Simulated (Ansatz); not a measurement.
System: HfN, space group F-43m (No. 216) (cell built by us, not taken from a database).

Input file:
```
crystal:
  lattice:
    - [0.0, 2.4337758806, 2.4337758806]
    - [2.4337758806, 0.0, 2.4337758806]
    - [2.4337758806, 2.4337758806, 0.0]
  atoms:
    - { symbol: Hf, position: [0.0, 0.0, 0.0] }
    - { symbol: "N", position: [0.25, 0.25, 0.25] }
basis:
  ecutwfc: 420
  ecutrho_ratio: 4
kpoints:
  mp_grid: { grid: [12, 12, 12] }
hamiltonian:
  xc: pbesol
scf:
  occupations: { method: gaussian, width: 0.15 }
output: {}
phonons:
  method: fd
  supercell: [3, 3, 3]
  qpath:
    path:
      - [[0.0, 0.0, 0.0], [-0.5, -0.5, 0.0], [-0.375, -0.375, 0.25]]
      - [[-0.375, 0.0, 0.375], [0.0, 0.0, 0.0], [0.0, 0.0, 0.5], [-0.5, -0.25, 0.25], [-0.5, -0.5, 0.0]]
    npoints: 6
  temperatures: { t_min: 0, t_max: 1000, t_step: 100 }
```

Command:
```bash
ansatz run input.yaml --threads 4 --pin off --max-ram 8192MiB --backend cpu --events-out ev --progress --plain --runs-dir out
```

Method: plane-wave density functional theory, PAW datasets, Gaussian smearing 0.15 eV: harmonic lattice thermodynamics at fixed volume from displacements in the supercell given; kB is Boltzmann's constant (Ansatz 0.2.0). Level: PBEsol, no spin polarisation.

```csv
setting,value
PAW set,soft_2
wave cutoff,420 eV
symmetry use,detected
k mesh of unit cell,12×12×12
supercell,"(3, 3, 3)"
```

What does the calculation give for the phonon free energy, phonon entropy and phonon heat capacity against temperature? The temperature takes the values 100, 200, 300, 400, 500, 600, 700, 800, 900, 1000 K.

The phonon free energy falls from 56 meV/atom at temperature 100 K to −273 meV/atom at 1000 K. The phonon entropy rises from 1.000 kB/atom at temperature 100 K to 6.240 kB/atom at 1000 K. The phonon heat capacity rises from 1.218 kB/atom at temperature 100 K to 2.928 kB/atom at 1000 K. The zero point phonon energy is 59.2 meV/atom.

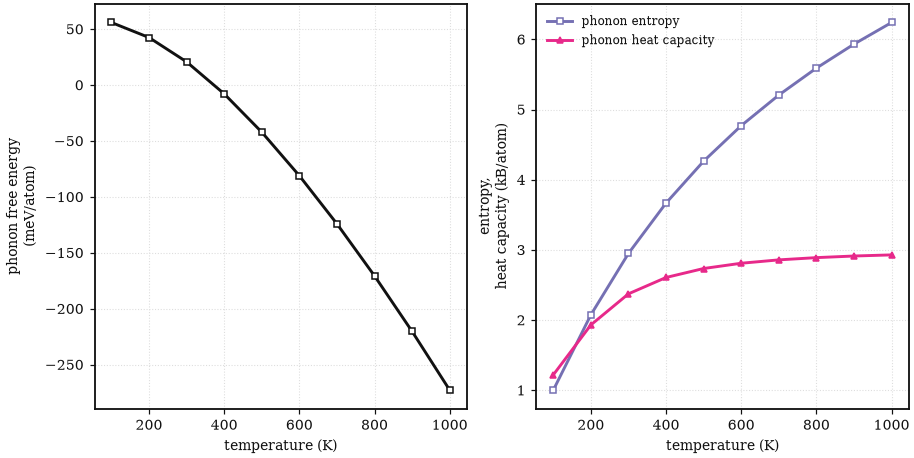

Caveats: a metal or a gap under 0.1 eV, low and unstable modes depend on mesh and smearing.
